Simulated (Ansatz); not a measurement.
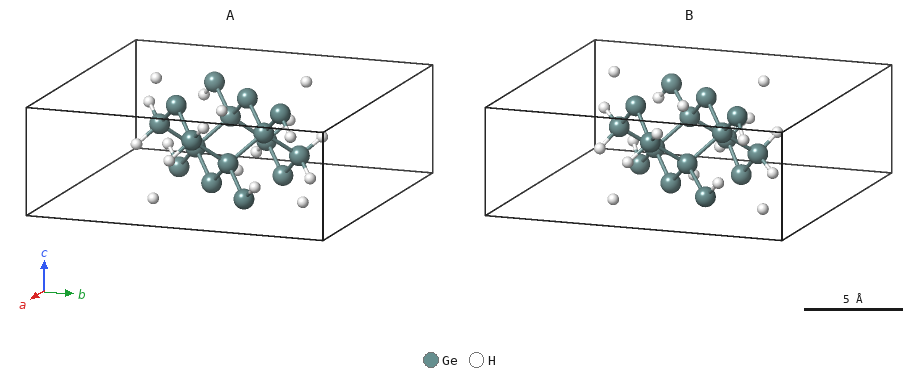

Two geometries of a wire of composition Ge$_{16}$H$_{18}$, drawn at one scale. One is the start of a relaxation, the other its converged end. The picture is a ball-and-stick view of the cell of the calculation, with the vacuum cut short, seen slightly off an axis.

Level of theory: DFT, PBEsol, PAW, plane waves (Ansatz). Settings: plane-wave cutoff 420 eV; k-point mesh 1 × 1 × 6; no spin polarisation; atoms relaxed in a fixed cell; force threshold 0.03 eV/Å; at most 80 steps.

> Which one is relaxed?

Structure B is the relaxed one. An H atom moves most relative to the centre of the atoms: 0.40 Å. By element the largest moves are H 0.40 Å, Ge 0.19 Å. The cell doesn't change. Near-neighbour distances that change, for instance: Ge–H 1.654 → 1.543 Å, Ge–Ge 2.509 → 2.429 Å, Ge–H 1.607 → 1.550 Å, Ge–Ge 2.487 → 2.431 Å. Among the angles between lasting bonds that change: Ge–Ge–Ge 109.4° → 103.6°, Ge–Ge–Ge 108.4° → 103.6°, Ge–Ge–H 112.9° → 108.0°. The energy falls by 0.927 eV per cell of the calculation in 4 geometry steps. Largest force component: 1.1 eV/Å at the start, 0.027 eV/Å at the end. Cost: 4.2 s on 1 × NVIDIA GB200 with 8 threads of Arm Neoverse-V2, peak memory 2.2 GiB.
